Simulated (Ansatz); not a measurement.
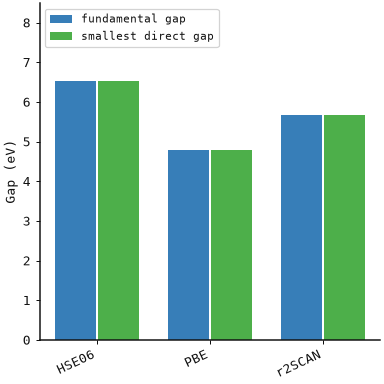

Gaps of MgO, space group Immm, 2 atoms in the cell, rocksalt type, shear (xy) strain +0.4%, at several levels of theory on one cell (Ansatz, plane waves and PAW; edges over the mesh and the special points).

> How does the gap depend on the level, and does its kind change?

In rising order: PBE 4.78 eV, r2SCAN 5.67 eV and HSE06 6.53 eV. It is direct at every level.
